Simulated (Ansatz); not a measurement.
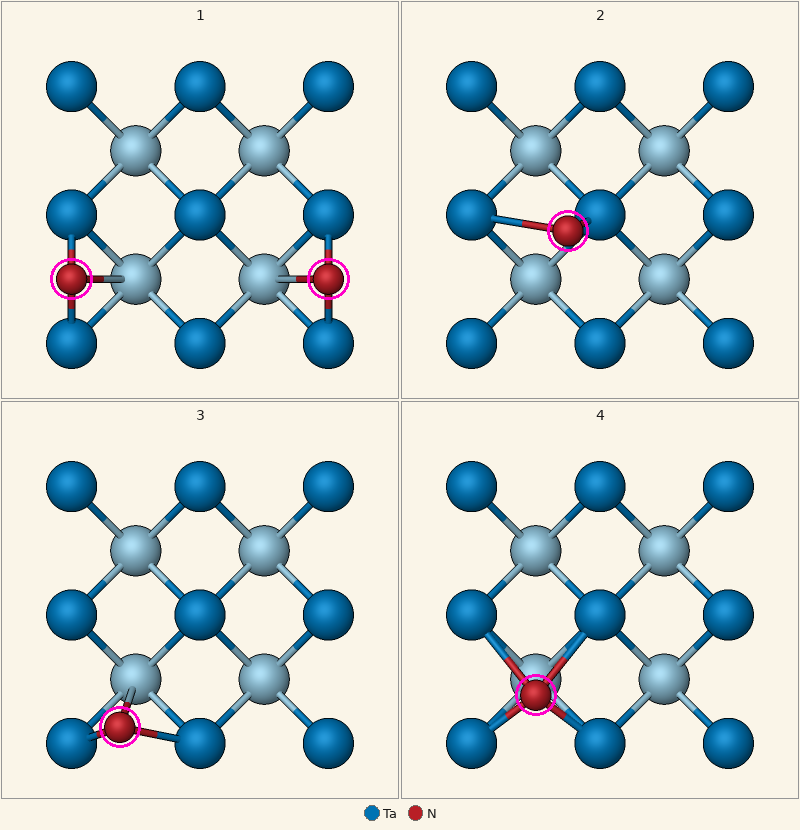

N on a Ta(100) slab cut from the Im-3m phase, its upper half relaxed before the scan (16 atoms of substrate and one adsorbate in a 2 × 2 cell). 
- N is moved over the surface cell; relaxed at each place: the height of the adsorbate's atoms; substrate rigid; the origin of the map has the adsorbate above Ta13.
- Places are given modulo a cell vector. The map is drawn in real space over the plane of the surface.
- Grid: 8 × 8 points; 15 points were computed and 49 follow by symmetry.
- Places are given in fractions of the 1 × 1 surface cell.
- Energies are in eV, from the lowest grid point.
- These are results of Ansatz 0.2.0, DFT PBE, scalar-relativistic, plane waves, PAW, not measurements. Settings: cutoff 420 eV, k-mesh 4×4×1, gaussian smearing 0.1 eV, no spin polarisation.

The numbered pictures are structures from this grid. Rings mark the moved atoms.

Which is the most stable, and how do the others follow?

Answer. 4, at (4/8, 3/8) of the cell vectors [nearest 3 Ta at 2.15 Å]: 0.00 eV; 1, at a bridge site between two Ta atoms, (0/8, 4/8) of the cell vectors: 1.26 eV; 3, at (3/8, 1/8) of the cell vectors [nearest 1 Ta at 1.80 Å]: 1.92 eV; 2, at (6/8, 7/8) of the cell vectors [nearest 1 Ta at 1.79 Å]: 2.78 eV.

The map, with the structures marked:

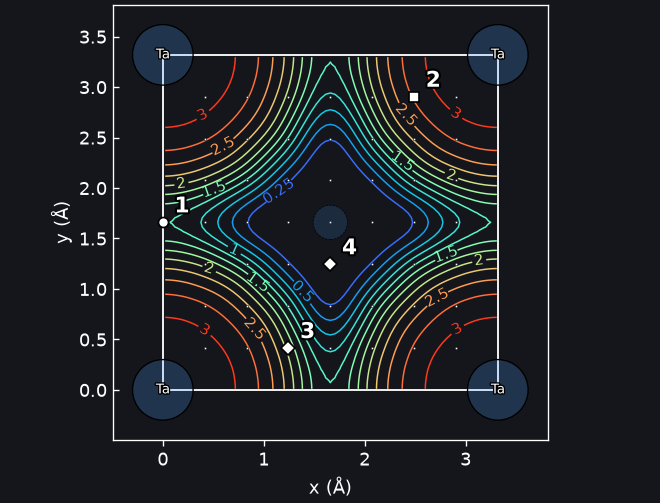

In the figure: contour lines labelled in eV, dots at the grid points, labelled circles for the atoms of the top layer and small ones for the second layer, the outline of one cell of the plane. Between grid points the surface is interpolated.

PAW datasets: the set soft_1.
